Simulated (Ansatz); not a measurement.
## Geometry relaxation, with input and output: Ti5Si (part 2 of 2)

Continued. System: Ti5Si (6 atoms in the cell). Method: DFT PBE, scalar-relativistic, plane waves, PAW (Ansatz 0.2.0); cutoff 420 eV, 12×12×12 k-mesh, Fermi–Dirac smearing of 0.15 eV. The structure derives from a Materials Project entry. The run did not end well. It belongs to a series of runs on one base structure; here: elastic constants, atoms relaxed.

Geometry of the input (Å; fractional positions):
```
2.5271  1.4590  4.4361
-2.5271  1.4590  4.4361
0.0000  -2.9181  4.4361
Ti 0.1497  0.1497  0.1497
Ti 0.6025  0.3975  -0.0000
Ti -0.0000  0.6025  0.3975
Ti 0.8503  0.8503  0.8503
Ti 0.3975  -0.0000  0.6025
Si 0.5000  0.5000  0.5000
```

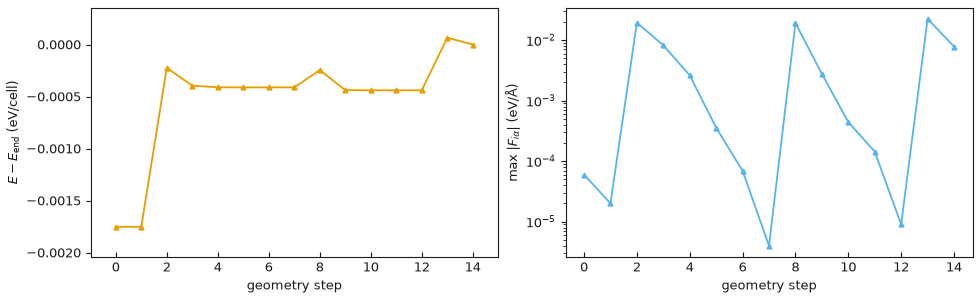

Progress of the relaxation, step by step (the first geometry is step 0 here and step 1 in the log).

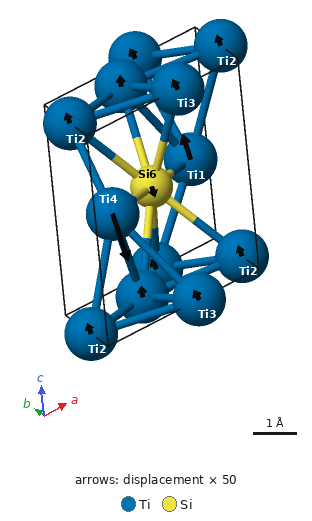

The starting structure with the displacements as black arrows, magnified 50 times (ball-and-stick view of the reduced cell, seen slightly off an axis). The run was cut off at its time limit before the relaxation converged, so the last structure is only a point on the way. Ti4 moves most: 0.024 Å. Largest moves by element: Ti 0.024 Å, Si 0.006 Å. The cell doesn't change. Distances before and after: Ti2–Ti4 2.893 → 2.867 Å, Ti2–Si6 2.705 → 2.696 Å, Ti1–Ti2 2.893 → 2.886 Å, Ti1–Ti4 2.953 → 2.947 Å. The space group (tolerance 0.01 Å) goes from R32 (No. 155) to R3 (No. 146). After 14 geometry steps the energy has risen by 1.8 meV per cell of the calculation. (Atoms are counted from 1 in the order of the input.)

```
Step cancelled. What follows is not a result of the run: it is the report of the last solve that finished, which converged after 9 SCF iterations.
Free energy (F): -13136.127040 eV
Harris-Foulkes:  -13136.127040 eV  (|F-HF|=3.64e-12)
Internal energy: -13135.674064 eV  (E = F + TS)
E sigma→0 (E₀):  -13135.900552 eV
Entropy (-TS):   -0.452976 eV (-75.496 meV/atom)
Fermi energy:    13.362044 eV
--- Per-component energies (eV) ---
  E_band       = -749.929460
  E_kinetic    = 1408.515959
  E_local      = -4317.982836  (includes V_loc(G=0)·N_el)
  E_nonlocal   = 66.358795
  E_hartree    = 1806.009607
  E_xc         = -545.140633
  E_vxc        = -660.072610  (∫ρ·V_xc dr)
  E_paw        = -5751.897463  (= ΣΔE_a)
  E_vpaw       = -858.768588  (= ΣTr[D̂ρ^β])
  E_aug_tail   = 0.000610  (compensation charges beyond the density's cutoff)
  E_ewald      = -5801.538104
  E_smearing   = -0.452976  (= −TS)
  E_closure    = -0.000000  (closes the sum)
  Σ components = -13136.127040   (vs F -13136.127040, Δ=0.00e0)
--- Forces (eV/Å), atoms counted from 1 ---
  atom   1  Ti    -0.00000000     0.00000000     0.00782455
  atom   2  Ti    -0.00282576     0.00000000     0.00000000
  atom   3  Ti     0.00141288    -0.00244718    -0.00000000
  atom   4  Ti    -0.00000000    -0.00000000    -0.00782455
  atom   5  Ti     0.00141288     0.00244718     0.00000000
  atom   6  Si     0.00000000     0.00000000     0.00000000
  max |Σ_I F_I| component: 1.39e-16 eV/Å
End of that report.
Error: SIGTERM received: cancelled by the caller after 7 completed SCF iterations
```

### Trajectory as extended XYZ (Å, eV, eV/Å), 15 frames, from step=1 to step=2
```
6
Lattice="2.5271 1.4590 4.4361 -2.5271 1.4590 4.4361 0.0000 -2.9181 4.4361" Properties=species:S:1:pos:R:3:forces:R:3 step=1 energy=-13136.12879
Ti    0.0000    0.0000    1.9928    0.0000   0.0000   0.0000
Ti    0.5180    1.4590    4.4361   -0.0001   0.0000   0.0000
Ti   -1.5226   -0.2809    4.4361    0.0000  -0.0001   0.0000
Ti    0.0000    0.0000   11.3156    0.0000   0.0000   0.0000
Ti    1.0046   -1.1781    4.4361    0.0000   0.0001   0.0000
Si    0.0000    0.0000    6.6542    0.0000   0.0000   0.0000
6
Lattice="2.5271 1.4590 4.4361 -2.5271 1.4590 4.4361 0.0000 -2.9181 4.4361" Properties=species:S:1:pos:R:3:forces:R:3 step=2 energy=-13136.12879
Ti    0.0000    0.0000    1.9928    0.0000   0.0000   0.0000
Ti    0.5180    1.4590    4.4361    0.0000   0.0000   0.0000
Ti   -1.5226   -0.2810    4.4361    0.0000   0.0000   0.0000
Ti    0.0000    0.0000   11.3156    0.0000   0.0000   0.0000
Ti    1.0046   -1.1781    4.4361    0.0000   0.0000   0.0000
Si    0.0000    0.0000    6.6542    0.0000   0.0000   0.0000
6
Lattice="2.5271 1.4590 4.4361 -2.5271 1.4590 4.4361 0.0000 -2.9181 4.4361" Properties=species:S:1:pos:R:3:forces:R:3 step=1 energy=-13136.12726
Ti    0.0000    0.0000    1.9928    0.0188  -0.0016   0.0005
Ti    0.5154    1.4590    4.4361   -0.0029   0.0000   0.0000
Ti   -1.5149   -0.2810    4.4361   -0.0194   0.0030  -0.0162
Ti    0.0000    0.0000   11.3156    0.0188   0.0016  -0.0005
Ti    0.9996   -1.1781    4.4361   -0.0194  -0.0030   0.0162
Si    0.0000    0.0000    6.6542    0.0042   0.0000   0.0000
6
Lattice="2.5271 1.4590 4.4361 -2.5271 1.4590 4.4361 0.0000 -2.9181 4.4361" Properties=species:S:1:pos:R:3:forces:R:3 step=2 energy=-13136.12744
Ti    0.0043   -0.0009    1.9938   -0.0032  -0.0082  -0.0002
Ti    0.5145    1.4590    4.4361    0.0024   0.0000   0.0000
Ti   -1.5185   -0.2800    4.4337    0.0036   0.0012   0.0008
Ti    0.0043    0.0009   11.3146   -0.0032   0.0082   0.0002
Ti    0.9960   -1.1790    4.4385    0.0036  -0.0012  -0.0008
Si   -0.0006    0.0000    6.6542   -0.0031   0.0000   0.0000
6
Lattice="2.5271 1.4590 4.4361 -2.5271 1.4590 4.4361 0.0000 -2.9181 4.4361" Properties=species:S:1:pos:R:3:forces:R:3 step=3 energy=-13136.12745
Ti    0.0039   -0.0021    1.9939    0.0006  -0.0007   0.0000
Ti    0.5149    1.4590    4.4361   -0.0009   0.0000   0.0000
Ti   -1.5181   -0.2799    4.4333    0.0012   0.0005   0.0004
Ti    0.0039    0.0021   11.3145    0.0006   0.0007   0.0000
Ti    0.9964   -1.1792    4.4390    0.0012  -0.0005  -0.0004
Si   -0.0011    0.0000    6.6542   -0.0026   0.0000   0.0000
6
Lattice="2.5271 1.4590 4.4361 -2.5271 1.4590 4.4361 0.0000 -2.9181 4.4361" Properties=species:S:1:pos:R:3:forces:R:3 step=4 energy=-13136.12745
Ti    0.0041   -0.0023    1.9939    0.0001  -0.0001   0.0000
Ti    0.5149    1.4590    4.4361   -0.0004   0.0000   0.0000
Ti   -1.5179   -0.2799    4.4332    0.0000   0.0001   0.0000
Ti    0.0041    0.0023   11.3146    0.0001   0.0001   0.0000
Ti    0.9966   -1.1791    4.4391    0.0000  -0.0001   0.0000
Si   -0.0016    0.0000    6.6542    0.0000   0.0000   0.0000
6
Lattice="2.5271 1.4590 4.4361 -2.5271 1.4590 4.4361 0.0000 -2.9181 4.4361" Properties=species:S:1:pos:R:3:forces:R:3 step=5 energy=-13136.12745
Ti    0.0041   -0.0024    1.9938    0.0000   0.0000   0.0000
Ti    0.5148    1.4590    4.4361   -0.0001   0.0000   0.0000
Ti   -1.5179   -0.2799    4.4332    0.0000   0.0001   0.0000
Ti    0.0041    0.0024   11.3146    0.0000   0.0000   0.0000
Ti    0.9966   -1.1791    4.4391    0.0000  -0.0001   0.0000
Si   -0.0016    0.0000    6.6542    0.0000   0.0000   0.0000
6
Lattice="2.5271 1.4590 4.4361 -2.5271 1.4590 4.4361 0.0000 -2.9181 4.4361" Properties=species:S:1:pos:R:3:forces:R:3 step=6 energy=-13136.12745
Ti    0.0041   -0.0024    1.9938    0.0000   0.0000   0.0000
Ti    0.5148    1.4590    4.4361    0.0000   0.0000   0.0000
Ti   -1.5179   -0.2799    4.4332    0.0000   0.0000   0.0000
Ti    0.0041    0.0024   11.3146    0.0000   0.0000   0.0000
Ti    0.9966   -1.1792    4.4391    0.0000   0.0000   0.0000
Si   -0.0016    0.0000    6.6542    0.0000   0.0000   0.0000
6
Lattice="2.5271 1.4590 4.4361 -2.5271 1.4590 4.4361 0.0000 -2.9181 4.4361" Properties=species:S:1:pos:R:3:forces:R:3 step=1 energy=-13136.12729
Ti    0.0000    0.0000    1.9928   -0.0184   0.0018  -0.0008
Ti    0.5205    1.4590    4.4361    0.0025   0.0000   0.0000
Ti   -1.5302   -0.2810    4.4361    0.0191  -0.0032   0.0160
Ti    0.0000    0.0000   11.3156   -0.0184  -0.0018   0.0008
Ti    1.0096   -1.1781    4.4361    0.0191   0.0032  -0.0160
Si    0.0000    0.0000    6.6542   -0.0040   0.0000   0.0000
6
Lattice="2.5271 1.4590 4.4361 -2.5271 1.4590 4.4361 0.0000 -2.9181 4.4361" Properties=species:S:1:pos:R:3:forces:R:3 step=2 energy=-13136.12748
Ti   -0.0039    0.0023    1.9919   -0.0018   0.0006  -0.0011
Ti    0.5209    1.4590    4.4361    0.0010   0.0000   0.0000
Ti   -1.5272   -0.2821    4.4391   -0.0001   0.0013   0.0000
Ti   -0.0039   -0.0023   11.3166   -0.0018  -0.0006   0.0011
Ti    1.0126   -1.1769    4.4332   -0.0001  -0.0013   0.0000
Si    0.0015    0.0000    6.6542    0.0028   0.0000   0.0000
6
Lattice="2.5271 1.4590 4.4361 -2.5271 1.4590 4.4361 0.0000 -2.9181 4.4361" Properties=species:S:1:pos:R:3:forces:R:3 step=3 energy=-13136.12748
Ti   -0.0043    0.0027    1.9917    0.0000   0.0001   0.0004
Ti    0.5211    1.4590    4.4361   -0.0003   0.0000   0.0000
Ti   -1.5272   -0.2820    4.4394    0.0000  -0.0002   0.0000
Ti   -0.0043   -0.0027   11.3167    0.0000  -0.0001  -0.0004
Ti    1.0126   -1.1771    4.4329    0.0000   0.0002   0.0000
Si    0.0022    0.0000    6.6542    0.0003   0.0000   0.0000
6
Lattice="2.5271 1.4590 4.4361 -2.5271 1.4590 4.4361 0.0000 -2.9181 4.4361" Properties=species:S:1:pos:R:3:forces:R:3 step=4 energy=-13136.12748
Ti   -0.0044    0.0027    1.9918    0.0000   0.0000  -0.0001
Ti    0.5211    1.4590    4.4361    0.0001   0.0000   0.0000
Ti   -1.5272   -0.2820    4.4394    0.0000   0.0001   0.0000
Ti   -0.0044   -0.0027   11.3166    0.0000   0.0000   0.0001
Ti    1.0126   -1.1771    4.4329    0.0000  -0.0001   0.0000
Si    0.0023    0.0000    6.6542    0.0000   0.0000   0.0000
6
Lattice="2.5271 1.4590 4.4361 -2.5271 1.4590 4.4361 0.0000 -2.9181 4.4361" Properties=species:S:1:pos:R:3:forces:R:3 step=5 energy=-13136.12748
Ti   -0.0044    0.0027    1.9918    0.0000   0.0000   0.0000
Ti    0.5211    1.4590    4.4361    0.0000   0.0000   0.0000
Ti   -1.5272   -0.2820    4.4394    0.0000   0.0000   0.0000
Ti   -0.0044   -0.0027   11.3166    0.0000   0.0000   0.0000
Ti    1.0126   -1.1771    4.4329    0.0000   0.0000   0.0000
Si    0.0023    0.0000    6.6542    0.0000   0.0000   0.0000
6
Lattice="2.5271 1.4590 4.4361 -2.5271 1.4590 4.4361 0.0000 -2.9181 4.4361" Properties=species:S:1:pos:R:3:forces:R:3 step=1 energy=-13136.12697
Ti    0.0000    0.0000    1.9828    0.0000   0.0000  -0.0225
Ti    0.5180    1.4590    4.4140    0.0037   0.0000   0.0000
Ti   -1.5226   -0.2810    4.4140   -0.0018   0.0032   0.0000
Ti    0.0000    0.0000   11.2591    0.0000   0.0000   0.0225
Ti    1.0046   -1.1781    4.4140   -0.0018  -0.0032   0.0000
Si    0.0000    0.0000    6.6209    0.0000   0.0000   0.0000
6
Lattice="2.5271 1.4590 4.4361 -2.5271 1.4590 4.4361 0.0000 -2.9181 4.4361" Properties=species:S:1:pos:R:3:forces:R:3 step=2 energy=-13136.12704
Ti    0.0000    0.0000    1.9783    0.0000   0.0000   0.0078
Ti    0.5167    1.4590    4.4140   -0.0028   0.0000   0.0000
Ti   -1.5219   -0.2820    4.4140    0.0014  -0.0024   0.0000
Ti    0.0000    0.0000   11.2636    0.0000   0.0000  -0.0078
Ti    1.0052   -1.1770    4.4140    0.0014   0.0024   0.0000
Si    0.0000    0.0000    6.6209    0.0000   0.0000   0.0000
```
